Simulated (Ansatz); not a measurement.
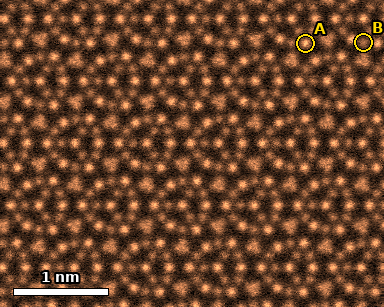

Integrated-DPC-like image of Mn (I-43m, No. 217) along [111]. Simulated as the projected potential of neutral atoms (B = 0.8 Å²) blurred by a 0.50 Å probe, the thin-sample limit of integrated differential phase contrast. The display is stretched by a gamma of 0.8; percentages refer to the linear signal. Shot noise and a slight drift were added. Structure used: coordinates from a relaxation with DFT, r2SCAN, plane waves (500 eV) with PAW, scalar-relativistic (Ansatz 0.2.0); the starting structure was generated, so it need not be a known form of this composition.

```
CELL_PARAMETERS angstrom
9.39542 0.00000 0.00000
0.00000 9.39542 0.00000
0.00000 0.00000 9.39542
ATOMIC_POSITIONS crystal
Mn 0.83032 0.16968 0.16968
Mn 0.85826 0.14174 0.45753
Mn 0.85826 0.45753 0.14174
Mn 0.90342 0.09658 0.71042
Mn 0.90342 0.71042 0.09658
Mn 0.78958 0.40342 0.40342
Mn 0.16968 0.83032 0.16968
Mn 0.14174 0.85826 0.45753
Mn 0.45753 0.85826 0.14174
Mn 0.09658 0.90342 0.71042
Mn 0.71042 0.90342 0.09658
Mn 0.40342 0.78958 0.40342
Mn 0.16968 0.16968 0.83032
Mn 0.45753 0.14174 0.85826
Mn 0.14174 0.45753 0.85826
Mn 0.71042 0.09658 0.90342
Mn 0.09658 0.71042 0.90342
Mn 0.40342 0.40342 0.78958
Mn 0.00000 0.00000 0.00000
Mn 0.33032 0.33032 0.33032
Mn 0.35826 0.35826 0.04247
Mn 0.04247 0.35826 0.35826
Mn 0.35826 0.04247 0.35826
Mn 0.14174 0.14174 0.54247
Mn 0.54247 0.14174 0.14174
Mn 0.14174 0.54247 0.14174
Mn 0.09658 0.09658 0.28958
Mn 0.28958 0.09658 0.09658
Mn 0.09658 0.28958 0.09658
Mn 0.33032 0.66968 0.66968
Mn 0.35826 0.64174 0.95753
Mn 0.35826 0.95753 0.64174
Mn 0.40342 0.59658 0.21042
Mn 0.40342 0.21042 0.59658
Mn 0.28958 0.90342 0.90342
Mn 0.66968 0.33032 0.66968
Mn 0.64174 0.35826 0.95753
Mn 0.95753 0.35826 0.64174
Mn 0.59658 0.40342 0.21042
Mn 0.21042 0.40342 0.59658
Mn 0.90342 0.28958 0.90342
Mn 0.66968 0.66968 0.33032
Mn 0.95753 0.64174 0.35826
Mn 0.64174 0.95753 0.35826
Mn 0.21042 0.59658 0.40342
Mn 0.59658 0.21042 0.40342
Mn 0.90342 0.90342 0.28958
Mn 0.50000 0.50000 0.50000
Mn 0.83032 0.83032 0.83032
Mn 0.85826 0.85826 0.54247
Mn 0.54247 0.85826 0.85826
Mn 0.85826 0.54247 0.85826
Mn 0.64174 0.64174 0.04247
Mn 0.04247 0.64174 0.64174
Mn 0.64174 0.04247 0.64174
Mn 0.59658 0.59658 0.78958
Mn 0.78958 0.59658 0.59658
Mn 0.59658 0.78958 0.59658
```

Q: Assign the marked columns.

A: Mn (2 Mn per 8.14 Å along the beam; the brightest kind). B: Mn (1 Mn per 8.14 Å along the beam; about 55 % of the brightest peak). Brightness is counted from the darkest point of the image.
